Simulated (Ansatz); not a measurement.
## Two runs on Ge

System: Ge (Fd-3m, 2 atoms in the cell).
Method of run 1: DFT PBE, spin-orbit coupling, plane waves, PAW (Ansatz 0.2.0).

Text and figures count atoms from 1; the logs count them from 0 in places.

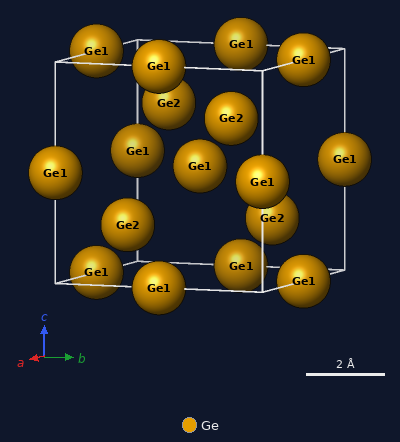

Fig. 1: The structure as given in the input (spheres-only view of the cell 4 times as large as that of the calculation, set on its symmetry axes, seen slightly off an axis; atoms are numbered from 1 in the order of the input).

Input file, run 1:
```yaml
crystal:
  lattice:
    - [0.0, 2.8836577741, 2.8836577741]
    - [2.8836577741, 0.0, 2.8836577741]
    - [2.8836577741, 2.8836577741, 0.0]
  atoms:
    - { symbol: Ge, position: [0.5, 0.5, 0.5] }
    - { symbol: Ge, position: [0.75, 0.75, 0.75] }
basis:
  ecutwfc: 420
  ecutrho_ratio: 4
kpoints:
  mp_grid: { grid: [12, 12, 12] }
hamiltonian:
  xc: pbe
scf:
  occupations: { method: gaussian, width: 0.05 }
output:
  forces: true
  stress: true
  eigenvalues: true
  populations: true
magnetization:
  noncollinear: true
  spin_orbit: true
```

Hardware: 8 threads of an x86-64 CPU, shared host.

Output, shortened to warnings, some set-up lines, iterations and results (run 1):
```
Basis set: ecut = 420 eV, 941 PW (Γ), exchange–correlation on 60×60×60 points (8 copies of the dense FFT grid, shifted against one another)
Symmetry: 48 space group operations + 48 with time reversal
k-points: 72 of 1728
Initial density: superposition of atomic densities (chi_scale 0.1, normalization cell)
[...]
SCF iter   1: F=—  HF=-8590.202824 eV  |F-HF|=—  |Δ(HF+E_count)|=         —  Δρ=3.18e-2  dr2=4.10e-1  dr2_m=0.00e0 (ungated)  ethr=3.10e-3  |M|=0.00e0 ∫|m|=0.00e0 μB  …
SCF iter   2: F=—  HF=-8590.177925 eV  |F-HF|=—  |Δ(HF+E_count)|=   2.49e-2  Δρ=2.20e-2  dr2=1.86e-1  dr2_m=0.00e0 (ungated)  ethr=1.47e-3  |M|=0.00e0 ∫|m|=0.00e0 μB  …
SCF iter   3: F=—  HF=-8590.166925 eV  |F-HF|=—  |Δ(HF+E_count)|=   1.10e-2  Δρ=2.24e-3  dr2=6.96e-4  dr2_m=0.00e0 (ungated)  ethr=6.66e-4  |M|=0.00e0 ∫|m|=0.00e0 μB  …
SCF iter   4: F=—  HF=-8590.166978 eV  |F-HF|=—  |Δ(HF+E_count)|=   5.38e-5  Δρ=5.66e-4  dr2=1.22e-4  dr2_m=0.00e0 (ungated)  ethr=2.49e-6  |M|=0.00e0 ∫|m|=0.00e0 μB  …
SCF iter   5: F=—  HF=-8590.166776 eV  |F-HF|=—  |Δ(HF+E_count)|=   2.03e-4  Δρ=1.12e-4  dr2=3.41e-6  dr2_m=0.00e0 (ungated)  ethr=4.37e-7  |M|=0.00e0 ∫|m|=0.00e0 μB  …
SCF iter   6: F=—  HF=-8590.166780 eV  |F-HF|=—  |Δ(HF+E_count)|=   4.55e-6  Δρ=2.82e-5  dr2=2.12e-7  dr2_m=0.00e0 (ungated)  ethr=1.22e-8  |M|=0.00e0 ∫|m|=0.00e0 μB  …
SCF iter   7: F=-8590.166780 eV  HF=-8590.166780 eV  |F-HF|=1.56e-9  |Δ(HF+E_count)|=   7.39e-8  Δρ=1.62e-6  dr2=8.23e-10  dr2_m=0.00e0 (ungated)  ethr=3.57e-10  |M|=0.00e0 …
SCF 1 converged in 7 iterations: F = -8590.166780 eV  dr2 = 8.23e-10
SCF converged after 7 iterations
Magnetization: |M| = 0.0000 μB,  M = (+0.0000, +0.0000, +0.0000) μB
Absolute magnetization: 0.0000 μB (∫|m|)
  site 0: m = (+0.0000, +0.0000, +0.0000) μB, |m| = 0.0000 μB  (R = 1.03 Å)
  site 1: m = (+0.0000, +0.0000, +0.0000) μB, |m| = 0.0000 μB  (R = 1.03 Å)
Free energy (F): -8590.166780 eV
Harris-Foulkes:  -8590.166780 eV  (|F-HF|=1.56e-9)
Internal energy: -8590.166671 eV  (E = F + TS)
E sigma→0 (E₀):  -8590.166726 eV
Entropy (-TS):   -0.000109 eV (-0.054 meV/atom)
Fermi energy:    7.829798 eV
--- Per-component energies (eV) ---
  E_band       = -316.449538
  E_kinetic    = 221.687304
  E_local      = -5022.928977  (includes V_loc(G=0)·N_el)
  E_nonlocal   = 836.704272
  E_hartree    = 2200.906747
  E_xc         = -150.565159
  E_vxc        = -128.418878  (∫ρ·V_xc dr)
  E_paw        = -4039.853376  (= ΣΔE_a)
  E_vpaw       = -625.306157  (= ΣTr[D̂ρ^β])
  E_aug_tail   = 0.000546  (compensation charges beyond the density's cutoff)
  E_ewald      = -2636.118028
  E_smearing   = -0.000109  (= −TS)
  E_closure    = 0.000000  (closes the sum)
  Σ components = -8590.166780   (vs F -8590.166780, Δ=0.00e0)
--- Forces (eV/Å), atoms counted from 1 ---
  atom   1  Ge     0.00000000    -0.00000000     0.00000000
  atom   2  Ge     0.00000000    -0.00000000     0.00000000
  max |Σ_I F_I| component: 7.86e-17 eV/Å
--- Stress (GPa, compression-positive) ---
       -0.199898      -0.000000       0.000000
        0.000000      -0.199898      -0.000000
        0.000000       0.000000      -0.199898
  P = ⅓ Tr σ = -0.1999 GPa (-1.999 kbar)
--- Löwdin populations: 2 sites ---
  site symbol       q [e]
     0     Ge     13.9809
     1     Ge     13.9809
  spilling = 0.001365 (of n_electrons = 28.000000)
```

For run 2 the input was changed thus:
```diff
-    - [0.0, 2.8836577741, 2.8836577741]
-    - [2.8836577741, 0.0, 2.8836577741]
-    - [2.8836577741, 2.8836577741, 0.0]
+    - [0.0, 2.8798077591, 2.8798077591]
+    - [2.8798077591, 0.0, 2.8798077591]
+    - [2.8798077591, 2.8798077591, 0.0]
```

What does this change do to the results?

With the same functional and potentials, run 2 lies 0.05 meV per atom lower. The pressure goes from −0.20 to 0.03 GPa. The volume per atom goes from 23.98 to 23.88 Å³. The cell is scaled evenly with the atoms at fixed fractional positions, so −ΔP/Δ ln V estimates the bulk modulus midway between the two volumes: about 59 GPa. The number of SCF iterations is the same.

Output, shortened to warnings, some set-up lines, iterations and results (run 2):
```
Basis set: ecut = 420 eV, 941 PW (Γ), exchange–correlation on 60×60×60 points (8 copies of the dense FFT grid, shifted against one another)
Symmetry: 48 space group operations + 48 with time reversal
k-points: 72 of 1728
Initial density: superposition of atomic densities (chi_scale 0.1, normalization cell)
[...]
SCF iter   1: F=—  HF=-8590.203476 eV  |F-HF|=—  |Δ(HF+E_count)|=         —  Δρ=3.19e-2  dr2=4.13e-1  dr2_m=0.00e0 (ungated)  ethr=3.10e-3  |M|=0.00e0 ∫|m|=0.00e0 μB  …
SCF iter   2: F=—  HF=-8590.178207 eV  |F-HF|=—  |Δ(HF+E_count)|=   2.53e-2  Δρ=2.21e-2  dr2=1.88e-1  dr2_m=0.00e0 (ungated)  ethr=1.47e-3  |M|=0.00e0 ∫|m|=0.00e0 μB  …
SCF iter   3: F=—  HF=-8590.167058 eV  |F-HF|=—  |Δ(HF+E_count)|=   1.11e-2  Δρ=2.28e-3  dr2=7.18e-4  dr2_m=0.00e0 (ungated)  ethr=6.70e-4  |M|=0.00e0 ∫|m|=0.00e0 μB  …
SCF iter   4: F=—  HF=-8590.167085 eV  |F-HF|=—  |Δ(HF+E_count)|=   2.69e-5  Δρ=5.65e-4  dr2=1.23e-4  dr2_m=0.00e0 (ungated)  ethr=2.57e-6  |M|=0.00e0 ∫|m|=0.00e0 μB  …
SCF iter   5: F=—  HF=-8590.166882 eV  |F-HF|=—  |Δ(HF+E_count)|=   2.03e-4  Δρ=1.11e-4  dr2=3.47e-6  dr2_m=0.00e0 (ungated)  ethr=4.38e-7  |M|=0.00e0 ∫|m|=0.00e0 μB  …
SCF iter   6: F=—  HF=-8590.166886 eV  |F-HF|=—  |Δ(HF+E_count)|=   4.55e-6  Δρ=2.85e-5  dr2=2.14e-7  dr2_m=0.00e0 (ungated)  ethr=1.24e-8  |M|=0.00e0 ∫|m|=0.00e0 μB  …
SCF iter   7: F=-8590.166887 eV  HF=-8590.166887 eV  |F-HF|=1.42e-9  |Δ(HF+E_count)|=   7.46e-8  Δρ=1.67e-6  dr2=8.39e-10  dr2_m=0.00e0 (ungated)  ethr=3.57e-10  |M|=0.00e0 …
SCF 1 converged in 7 iterations: F = -8590.166887 eV  dr2 = 8.39e-10
SCF converged after 7 iterations
Magnetization: |M| = 0.0000 μB,  M = (+0.0000, +0.0000, +0.0000) μB
Absolute magnetization: 0.0000 μB (∫|m|)
  site 0: m = (+0.0000, +0.0000, +0.0000) μB, |m| = 0.0000 μB  (R = 1.03 Å)
  site 1: m = (+0.0000, +0.0000, +0.0000) μB, |m| = 0.0000 μB  (R = 1.03 Å)
Free energy (F): -8590.166887 eV
Harris-Foulkes:  -8590.166887 eV  (|F-HF|=1.42e-9)
Internal energy: -8590.166795 eV  (E = F + TS)
E sigma→0 (E₀):  -8590.166841 eV
Entropy (-TS):   -0.000092 eV (-0.046 meV/atom)
Fermi energy:    7.887817 eV
--- Per-component energies (eV) ---
  E_band       = -315.210274
  E_kinetic    = 221.793082
  E_local      = -5017.248542  (includes V_loc(G=0)·N_el)
  E_nonlocal   = 836.765024
  E_hartree    = 2198.676179
  E_xc         = -150.615834
  E_vxc        = -128.488606  (∫ρ·V_xc dr)
  E_paw        = -4039.895221  (= ΣΔE_a)
  E_vpaw       = -625.383151  (= ΣTr[D̂ρ^β])
  E_aug_tail   = 0.000771  (compensation charges beyond the density's cutoff)
  E_ewald      = -2639.642255
  E_smearing   = -0.000092  (= −TS)
  E_closure    = -0.000000  (closes the sum)
  Σ components = -8590.166887   (vs F -8590.166887, Δ=0.00e0)
--- Forces (eV/Å), atoms counted from 1 ---
  atom   1  Ge     0.00000000     0.00000000     0.00000000
  atom   2  Ge     0.00000000     0.00000000     0.00000000
  max |Σ_I F_I| component: 6.94e-17 eV/Å
--- Stress (GPa, compression-positive) ---
        0.034860      -0.000000       0.000000
       -0.000000       0.034860      -0.000000
        0.000000      -0.000000       0.034860
  P = ⅓ Tr σ = 0.0349 GPa (0.349 kbar)
--- Löwdin populations: 2 sites ---
  site symbol       q [e]
     0     Ge     13.9809
     1     Ge     13.9809
  spilling = 0.001367 (of n_electrons = 28.000000)
```

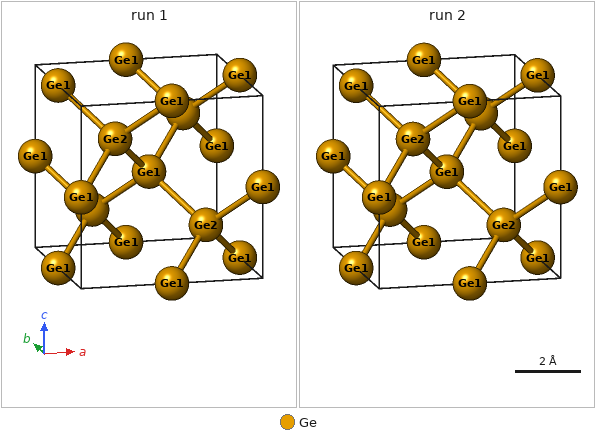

Fig. 2: The two input geometries at one scale (ball-and-stick view of the cell 4 times as large as that of the calculation, set on its symmetry axes, seen slightly off an axis). The atoms keep their places relative to the cell (all moves are under 0.005 Å). The volume changes by −0.4 %, with a = b = c 5.767 → 5.760 Å (−0.1 %).

The two runs side by side:

```tsv
quantity	run 1	run 2
outcome	converged	converged
free energy per atom (eV)	−4295.0834	−4295.0834
gap on the mesh (eV)	0.00	0.00
net moment of the cell (μB)	0.00	0.00
absolute moment of the cell (μB)	0.00	0.00
pressure (GPa)	−0.20	0.03
volume per atom (Å³)	23.98	23.88
largest force (eV/Å)	0.000	0.000
SCF iterations	7	7
irreducible k-points	72	72
plane waves at Γ	941	941
wall time (shared host)	1.7 s	1.6 s
```
